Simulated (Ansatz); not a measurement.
Consider this structure.

```cif
data_structure
_symmetry_space_group_name_H-M 'P 1'
_symmetry_Int_Tables_number 1
_cell_length_a 3.2163
_cell_length_b 3.2163
_cell_length_c 25.2341
_cell_angle_alpha 90.000
_cell_angle_beta 90.000
_cell_angle_gamma 90.000
_cell_volume 261.03
loop_
_atom_site_label
_atom_site_type_symbol
_atom_site_fract_x
_atom_site_fract_y
_atom_site_fract_z
_atom_site_occupancy
N1 N 0.00000 0.50000 0.29722 1
Ga1 Ga 0.50000 0.50000 0.34228 1
N2 N 0.50000 0.00000 0.38734 1
Ga2 Ga 0.00000 0.00000 0.43241 1
N3 N 0.00000 0.50000 0.47747 1
Ga3 Ga 0.50000 0.50000 0.52253 1
N4 N 0.50000 0.00000 0.56759 1
Ga4 Ga 0.00000 0.00000 0.61266 1
N5 N 0.00000 0.50000 0.65772 1
Ga5 Ga 0.50000 0.50000 0.70278 1
```

What crystal do these data define?

Answer. The structure is one of GaN. Counting shared atoms by their share gives 5 Ga, 5 N, or 10 atoms. Counting contacts within bonding distance, the coordination numbers are Ga 2 to 4 (mean 3.6) and N 2 to 4 (mean 3.6). The bonds build GaN layers parallel to (001).

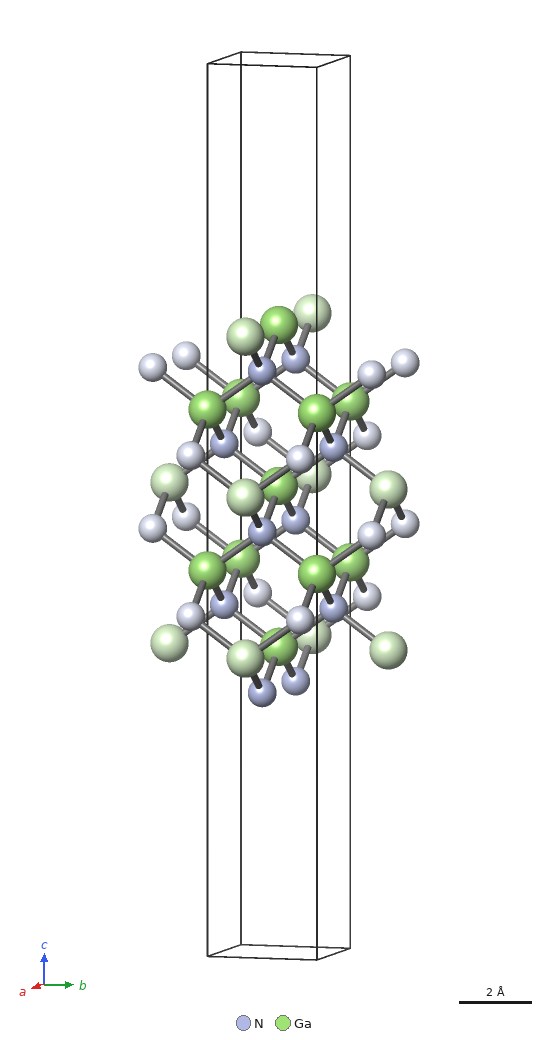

This ball-and-stick model is shown slightly off an axis. The outline marks the simulation cell. Atoms just outside the outline that bond to atoms inside are added, in fainter colours.

Provenance: a structure listed in the Materials Project, from which a slab was cut. Earlier steps of the study, as a rule a relaxation of our own, may have changed the cell and positions, so they can lie some per cent off the listed ones. A calculation with Ansatz used it as input.

At this level of theory the run's own cell isn't at rest (forces up to 1.7 eV/Å), so its distances can differ from those at equilibrium, the more so the softer the solid.
